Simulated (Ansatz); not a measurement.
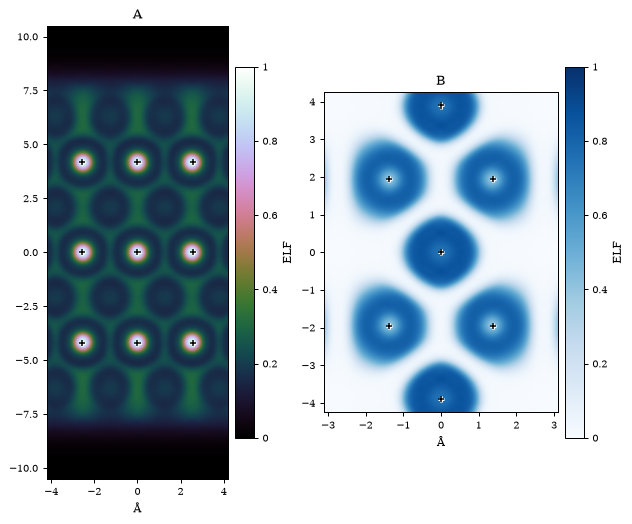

The ELF of 2 systems, each on a plane through atoms (crosses mark nuclei in the plane).

Computed with DFT PBE, scalar-relativistic, plane waves, PAW (Ansatz).

System 1: CaF₂, the (110) plane of the conventional cell. Space group Fm-3m.

System 2: Cu (slab), the (100) plane of the calculation cell, a cut from vacuum to vacuum. Computed without spin polarisation.

```xyz
7
Lattice="2.5680 0.0000 0.0000 -1.2840 2.2240 0.0000 0.0000 0.0000 27.5806" Properties=species:S:1:pos:R:3 pbc="T T T"
Cu    1.2840    0.7413    7.5000
Cu    0.0000    1.4826    9.5967
Cu    1.2840    0.7413   11.6936
Cu    0.0000    1.4826   13.7903
Cu    1.2840    0.7413   15.8870
Cu    0.0000    1.4826   17.9839
Cu    1.2840    0.7413   20.0806
```

> Match each panel to its system.

Panel A is system 2, Cu: the plane holds Cu. Cu–Cu (2.57 Å): the ELF is about 0.20 at the midpoint; no shared electron pair shows on this line. Panel B is system 1, CaF₂: the plane holds Ca and F. Ca–F (2.39 Å): the ELF is about 0.05 at the midpoint; a largely ionic contact.
